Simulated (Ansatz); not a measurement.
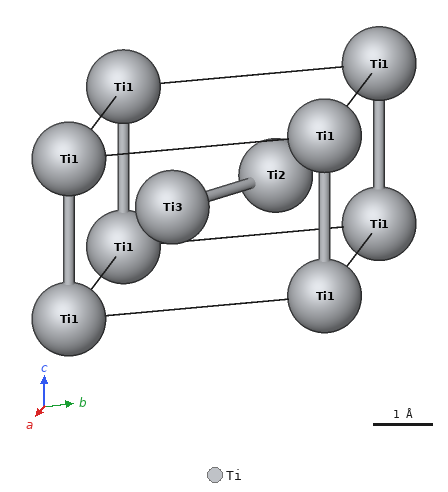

The structure (ball-and-stick view of the cell of the calculation, seen slightly off an axis; atoms are numbered from 1 in the order of the input).

# Run report: Ti, band-structure calculation

The run: band-structure calculation of Ti (3 atoms in the cell). Method and program: DFT r2SCAN, scalar-relativistic, plane waves, PAW, no spin polarisation (Ansatz 0.2.0).

The structure derives from an entry of the Crystallography Open Database. Figures and captions count atoms from 1; the log counts them from 0 in places.

Log
```
scf.n_extra_bands = 7 over 18 filled bands (N_el = 36.0): the run solves 25 bands
Engine: ansatz 0.2.0, x86_64-unknown-linux-gnu
Pseudopotentials: kind: paw
Pseudopotential: Ti, paw, valence charge 12, recommended cutoff 500 eV (meta_gga), Ti.paw.azcp
Functional definition: r2SCAN
  parameter k0 = 0.174
  parameter k1 = 0.065
  parameter a1 = 4.9479
  exchange = r2scan_x(k0 = k0, k1 = k1, a1 = a1)
  correlation = r2scan_c
Crystal: 3 atoms, lattice volume = 51.047 Å³
Basis set: ecut = 500 eV, 1301 PW (Γ), exchange–correlation on 144×144×96 points (64 copies of the dense FFT grid, shifted against one another)
Bands: 25, of which v1, the nominal top of the filled ones, is band 18 counted from 1 (17 counted from 0)
Symmetry: 24 space group operations
Space group: P6/mmm (ITA 191), of the structure as read, at distance tolerance 3.7e-5 Å
k-points: 152 of 2016
Non-local potential: Ti, projectors of the file, l = 0: 3, l = 1: 2, l = 2: 3, l = 3: 1
PAW form: soft (Blöchl's): semilocal exchange-correlation on the pseudo side does not see the compensation charge
PAW frozen core: Ti, regenerated for the run's functional (the file was generated under x = pbe(κ = 0.804, μ = 0.2195149727645171), c = pbe(β = 0.06672455060314922))
PAW one-centre angular grid: Ti, 590 points (default); XC on 160 Gauss nodes
Initial density: superposition of atomic densities (neutral atoms: chi_scale 0, normalization atom), corrected by the library's trained network
Initial wavefunctions: pseudopotential atomic-orbital guess
Functional: x = r2scan, c = r2scan; τ floored in thin density (d = 2e-4 eV/Å³)
SCF iter   1: F=—  HF=-7513.108867 eV  |F-HF|=—  |Δ(HF+E_count)|=         —  Δρ=1.95e-2  dr2=1.91e-1  dr2_τ=2.75e-2  ethr=1.77e-3  ⟨swp⟩=4.0  Hψ=13548  notcnv=0
preconditioner: auto → none  [metal: Δε(μ)=0.004 eV  Ē_g=3.475 eV  σ=0.100 eV  W_gap=0.02  n_scr=8 (ndim 8)  ℏωp=18.0 eV  f_vac=0.000  D(μ)=1.80/eV (n_scr^D=8)  sad-step TF]
SCF iter   2: F=—  HF=-7513.169856 eV  |F-HF|=—  |Δ(HF+E_count)|=   6.10e-2  Δρ=9.95e-3  dr2=8.21e-2  dr2_τ=4.50e-3  ethr=5.29e-4  ⟨swp⟩=2.2  Hψ=7925  notcnv=0  defer=257
SCF iter   3: F=—  HF=-7513.276030 eV  |F-HF|=—  |Δ(HF+E_count)|=   1.06e-1  Δρ=3.57e-2  dr2=1.40e0  dr2_τ=3.75e-2  ethr=2.28e-4  ⟨swp⟩=3.4  Hψ=7160  notcnv=0  defer=257  recentre
SCF iter   4: F=—  HF=-7513.163823 eV  |F-HF|=—  |Δ(HF+E_count)|=   1.12e-1  Δρ=2.75e-3  dr2=2.15e-3  dr2_τ=3.05e-4  ethr=2.28e-4  ⟨swp⟩=2.3  Hψ=5629  notcnv=0  defer=258
SCF iter   5: F=—  HF=-7513.165929 eV  |F-HF|=—  |Δ(HF+E_count)|=   2.11e-3  Δρ=2.06e-3  dr2=4.55e-3  dr2_τ=1.22e-4  ethr=5.99e-6  ⟨swp⟩=2.0  Hψ=7216  notcnv=0  defer=251
SCF iter   6: F=—  HF=-7513.165671 eV  |F-HF|=—  |Δ(HF+E_count)|=   2.58e-4  Δρ=2.60e-4  dr2=1.50e-5  dr2_τ=1.78e-6  ethr=5.99e-6  ⟨swp⟩=2.0  Hψ=4174  notcnv=0  defer=251
SCF iter   7: F=—  HF=-7513.165689 eV  |F-HF|=—  |Δ(HF+E_count)|=   1.80e-5  Δρ=1.48e-4  dr2=2.16e-5  dr2_τ=4.88e-7  ethr=4.17e-8  ⟨swp⟩=2.0  Hψ=6364  notcnv=0  defer=251
SCF iter   8: F=—  HF=-7513.165688 eV  |F-HF|=—  |Δ(HF+E_count)|=   1.41e-6  Δρ=2.10e-5  dr2=4.95e-7  dr2_τ=1.21e-8  ethr=4.17e-8  ⟨swp⟩=2.0  Hψ=4076  notcnv=0  defer=251
SCF iter   9: F=-7513.165687 eV  HF=-7513.165687 eV  |F-HF|=1.29e-9  |Δ(HF+E_count)|=   3.37e-8  Δρ=2.03e-6  dr2=2.26e-9  dr2_τ=1.25e-10  ethr=2.78e-10  ⟨swp⟩=10.2  Hψ=19579  notcnv=0
SCF 1 converged in 9 iterations: F = -7513.165687 eV  dr2 = 2.26e-9
  greatest PAW one-centre occupation: 1.001 electrons in one spin orbital (limit 2), on the Ti atom at site 2 (counted from 0), in its partial waves of l = 1
```

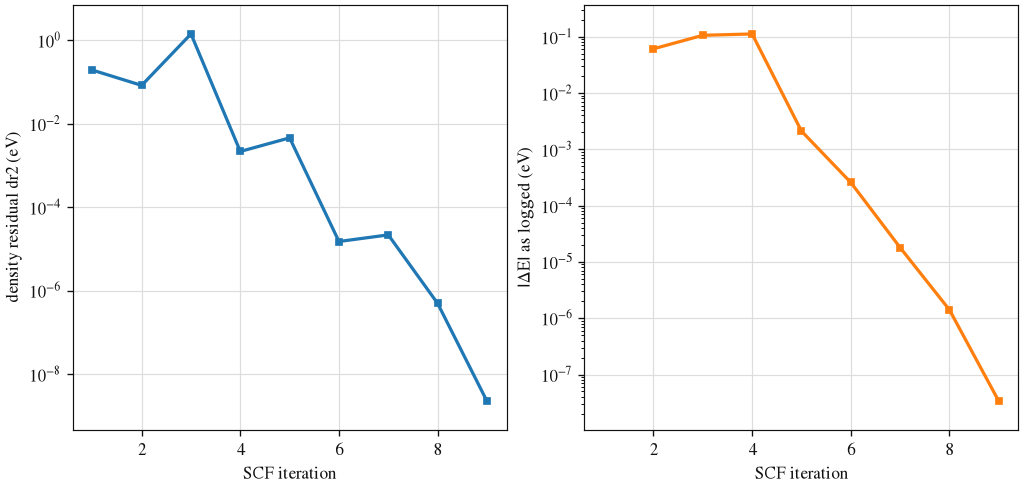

Convergence of the self-consistent field: density residual dr2 and size of the energy change against the SCF iteration. The residual falls unevenly and jumps up by a factor of two or more 2 times on the way down.

```
NSCF: frozen V_eff on 129 k-points
NSCF: frozen V_eff on 407 k-points
SCF converged after 9 iterations
Free energy (F): -7513.165687 eV
Harris-Foulkes:  -7513.165687 eV  (|F-HF|=1.29e-9)
Internal energy: -7513.155208 eV  (E = F + TS)
E sigma→0 (E₀):  -7513.160448 eV
Entropy (-TS):   -0.010480 eV (-3.493 meV/atom)
Fermi energy:    13.620986 eV
--- Per-component energies (eV) ---
  E_band       = -501.809129
  E_kinetic    = 818.387998
  E_local      = -2403.936666  (includes V_loc(G=0)·N_el)
  E_nonlocal   = 22.138863
  E_hartree    = 986.841027
  E_xc         = -278.955981
  E_vxc        = -398.690128  (∫ρ·V_xc dr)
  E_paw        = -3170.437025  (= ΣΔE_a)
  E_vpaw       = -540.776974  (= ΣTr[D̂ρ^β])
  E_aug_tail   = 0.000292  (compensation charges beyond the density's cutoff)
  E_vtau       = 27.384818  (kinetic-family band-sum trace: ∫τ·v_τ [+ j·A + Jᵃ·Aᵃ] dr)
  E_ewald      = -3486.433344
  E_core_change = -0.760371  (= ΣΔE_core)
  E_smearing   = -0.010480  (= −TS)
  E_closure    = -0.000000  (closes the sum)
  Σ components = -7513.165687   (vs F -7513.165687, Δ=0.00e0)
--- Forces (eV/Å), atoms counted from 1 ---
  atom   1  Ti    -0.00000000     0.00000000     0.00000000
  atom   2  Ti     0.00000000    -0.00000000     0.00000000
  atom   3  Ti     0.00000000     0.00000000     0.00000000
  max |Σ_I F_I| component: 1.85e-17 eV/Å
--- Stress (GPa, compression-positive) ---
       -0.009213       0.000000       0.000000
        0.000000      -0.009213       0.000000
        0.000000       0.000000       0.006095
  P = ⅓ Tr σ = -0.0041 GPa (-0.041 kbar)
--- Band table (eV; the first three rows and the last of 152) ---
  k-point 0: bands = ["-45.6570", "-45.4036", "-45.2361", "-20.9112", "-20.9112", "-20.8358", "-20.8358", "-20.5368", "-20.3238", "-20.2381", "-20.2215", "-20.2215", "7.0665", "11.5866", "12.8288", "12.8288", "12.8509", "12.8509", "13.6428", "14.4345", "15.0555", "15.0555", "15.5744", "15.5744", "15.7097"]
  k-point 1: bands = ["-45.6534", "-45.4014", "-45.2334", "-20.9059", "-20.9059", "-20.8325", "-20.8325", "-20.5588", "-20.3506", "-20.2602", "-20.2221", "-20.2221", "7.1887", "11.6778", "12.7712", "12.7712", "12.7749", "12.7749", "13.8004", "14.5365", "15.0127", "15.0127", "15.5527", "15.5527", "15.7997"]
  k-point 2: bands = ["-45.6432", "-45.3954", "-45.2257", "-20.8906", "-20.8906", "-20.8233", "-20.8233", "-20.6198", "-20.4252", "-20.3218", "-20.2238", "-20.2238", "7.5459", "11.9220", "12.5522", "12.5522", "12.6270", "12.6270", "14.2602", "14.8393", "14.9506", "14.9506", "15.4783", "15.4783", "15.9988"]
  k-point 151: bands = ["-45.5824", "-45.2711", "-45.2711", "-21.1029", "-20.9194", "-20.9194", "-20.6966", "-20.6446", "-20.6446", "-20.5064", "-20.5064", "-20.1588", "10.8170", "12.0698", "12.0698", "12.3590", "12.3590", "12.5472", "14.3417", "14.3417", "14.5075", "14.5075", "15.9174", "16.4726", "17.1455"]
--- Löwdin populations: 3 sites ---
  site symbol       q [e]
     0     Ti     11.7141
     1     Ti     11.9049
     2     Ti     11.9049
  spilling = 0.013225 (of n_electrons = 36.000000)
--- Bader charges: 3 sites ---
  site symbol  charge [e]  shift [e] shared [e]
     0     Ti      0.6741     0.0000     0.6083
     1     Ti     -0.2271     0.0000    -0.3042
     2     Ti     -0.2271     0.0000    -0.3042
  maxima off the nuclei: 3, with 0.2199 electrons
  on the straight line to a nucleus their density falls by 2.0e-3 of itself; PAW files or a low cutoff
  can make one that falls by little (a run on other files and one at a higher cutoff tell): if they did, read the shared
  charge, to which what the maxima have on the atom's side is counted
  estimated error of the sums over rays = 9.6e-4 e
```

File bader_charges.tsv
```
# site	symbol	x_ang	y_ang	z_ang	partial_charge_e	electrons	volume_ang3	relative_density_drop	shared_charge_e	partial_wave_shift_e
# quadrature_error_electrons = 9.6e-4
0	Ti	0.0000	0.0000	0.0000	0.67405	21.32595	13.99	-	0.60832	0.00000
1	Ti	0.0000	2.6375	1.4122	-0.22709	22.22709	17.93	-	-0.30416	0.00000
2	Ti	2.2841	1.3187	1.4122	-0.22709	22.22709	17.93	-	-0.30416	0.00000
-	-	-1.1421	1.9781	0.0000	-0.07329	0.07329	0.40	1.97e-3	-	-
-	-	2.2841	0.0000	0.0000	-0.07329	0.07329	0.40	1.97e-3	-	-
-	-	1.1421	1.9781	0.0000	-0.07329	0.07329	0.40	1.97e-3	-	-
```

File populations.tsv
```
# site	symbol	l	j	q
# orbitals = lowdin
# n_electrons = 36.000000
# spilling = 0.013225
0	Ti	0_3S	-	1.926456
0	Ti	0_4S	-	0.936781
0	Ti	1_3P	-	5.992022
0	Ti	2_3D	-	2.858829
1	Ti	0_3S	-	1.916002
1	Ti	0_4S	-	0.917895
1	Ti	1_3P	-	5.984115
1	Ti	2_3D	-	3.086893
2	Ti	0_3S	-	1.916002
2	Ti	0_4S	-	0.917895
2	Ti	1_3P	-	5.984115
2	Ti	2_3D	-	3.086893
```

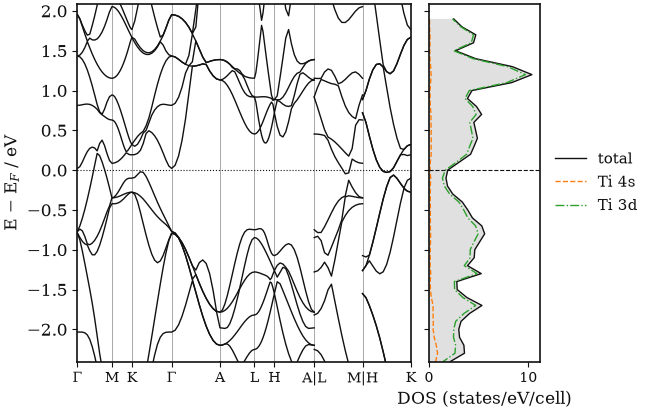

Band structure along Γ–M–K–Γ–A–L–H–A|L–M|H–K and density of states (projected on Löwdin-orthogonalised atomic shells), with energies from the Fermi level. Bands cross the Fermi level: a metal at this level of theory.

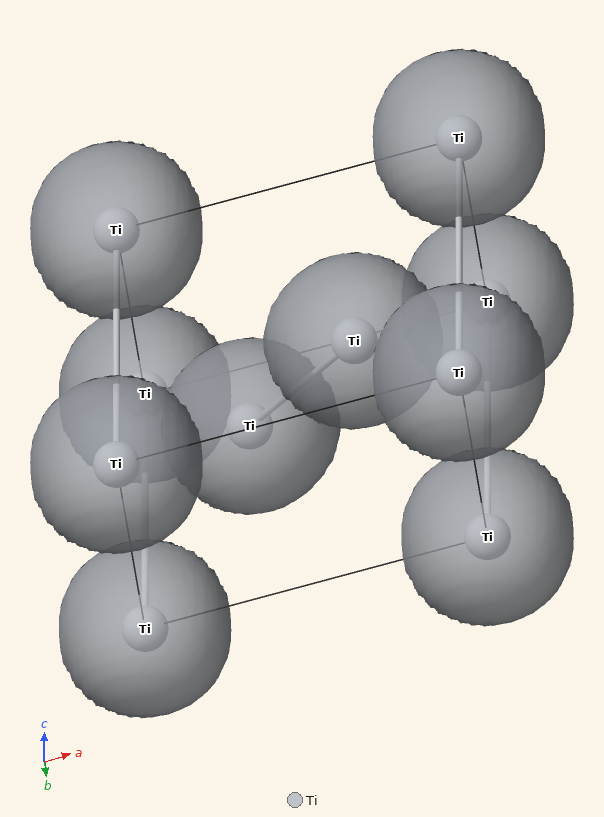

Isosurface of the valence charge density (pseudo) at 0.4 e/Å³ (grey), seen at an oblique angle. Sticks mark near contacts. The outline is the cell set on symmetry axes. At this value the density breaks into separate islands; it holds about 75 % of the electrons treated as valence (semicore included). It is pinched off along the Ti–Ti (2.64 Å) and Ti–Ti (2.82 Å) contacts. On the grid the lowest density along these lines, outside the cores, is 0.2 e/Å³ (Ti–Ti, 2.64 Å) and 0.18 e/Å³ (Ti–Ti, 2.82 Å). In a PAW calculation such maps are meaningful between the atoms, not at the nuclei.

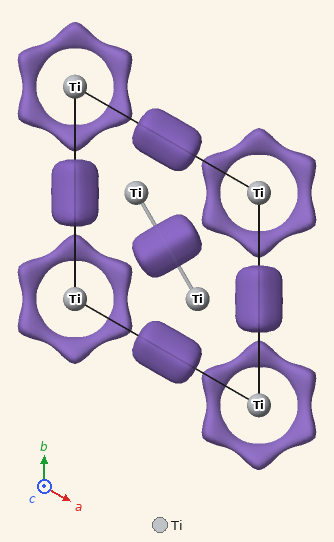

Isosurface of the electron localisation function at 0.6 (purple), seen along the c axis. Core shells and regions of very low density are left out. Sticks mark near contacts. The outline is the cell set on symmetry axes. Along the contacts the grid gives the following. Ti–Ti (2.64 Å): the ELF is about 0.10 at the midpoint; no localised pair between them. Ti–Ti (2.82 Å): the ELF is about 0.15 at the midpoint; no shared electron pair.

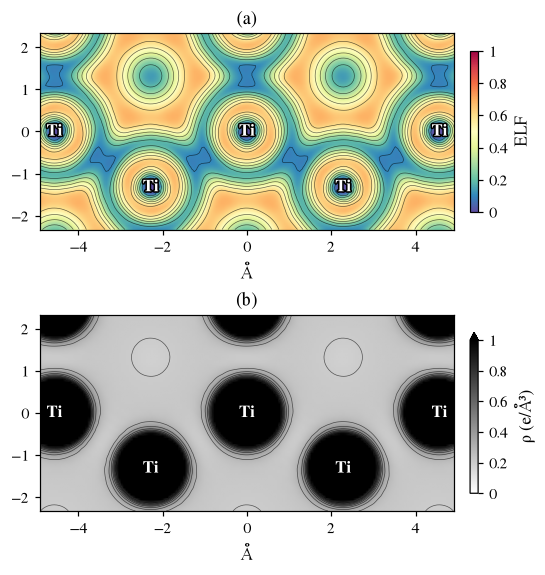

(a) electron localisation function; (b) valence electron density on the (001) plane of the conventional cell. Ti–Ti (2.64 Å): the density is about 0.2 e/Å³ at the midpoint; the ELF is about 0.10 at the midpoint; no localised pair between them. Away from the nuclei the density in this plane falls to 0.18 e/Å³ at its lowest.  The strong features right at Ti lie inside the PAW spheres (semicore, d or f shells) and say nothing about bonding.

This output came from the following input.

The input
```yaml
crystal:
  lattice:
    - [4.568276261, 0.0, 0.0]
    - [-2.2841381305, 3.9562432936, 0.0]
    - [0.0, 0.0, 2.824443046]
  atoms:
    - { symbol: Ti, position: [0.0, 0.0, 0.0] }
    - { symbol: Ti, position: [0.3333333333, 0.6666666667, 0.5] }
    - { symbol: Ti, position: [0.6666666667, 0.3333333333, 0.5] }
basis:
  ecutwfc: 500
kpoints:
  mp_grid: { grid: [12, 12, 14] }
  band_path:
    path:
      - [[0.0, 0.0, 0.0], [0.5, 0.0, 0.0], [0.33333333, 0.33333333, 0.0], [0.0, 0.0, 0.0], [0.0, 0.0, 0.5], [0.5, 0.0, 0.5], [0.33333333, 0.33333333, 0.5], [0.0, 0.0, 0.5]]
      - [[0.5, 0.0, 0.5], [0.5, 0.0, 0.0]]
      - [[0.33333333, 0.33333333, 0.5], [0.33333333, 0.33333333, 0.0]]
    npoints: 14
hamiltonian:
  xc: r2scan
scf:
  occupations: { method: gaussian, width: 0.1 }
  n_extra_bands: 7
output:
  forces: true
  stress: true
  eigenvalues: true
  populations: true
  dos: { projected: true, de: 0.02, nscf_kmesh: { grid: [18, 18, 21] } }
  bader: true
  write_density: true
  write_potential: true
  elf: true
  volumetric_format: npy
```

Launched with:
```bash
ansatz run input.yaml --threads 1 --pin off --max-ram 2560MiB --backend cpu --events-out ev --progress --plain --runs-dir out
```

Summary

```json
{"quantity": "outcome", "value": "converged"}
{"quantity": "space group (tolerance 0.01 Å)", "value": "P6/mmm (191)"}
{"quantity": "electrons treated", "value": "36"}
{"quantity": "free energy", "value": "−7513.1657 eV"}
{"quantity": "Fermi energy", "value": "13.621 eV"}
{"quantity": "gap on the k-point mesh", "value": "none (metallic)"}
{"quantity": "pressure", "value": "0.00 GPa"}
{"quantity": "largest force (length of the vector)", "value": "under 0.001 eV/Å"}
{"quantity": "hardware", "value": "1 thread of Intel Xeon @ 2.50GHz (Skylake/Cascade Lake), 192 GiB of memory available, shared host"}
{"quantity": "wall time", "value": "2 min"}
{"quantity": "peak memory", "value": "0.77 GiB"}
```
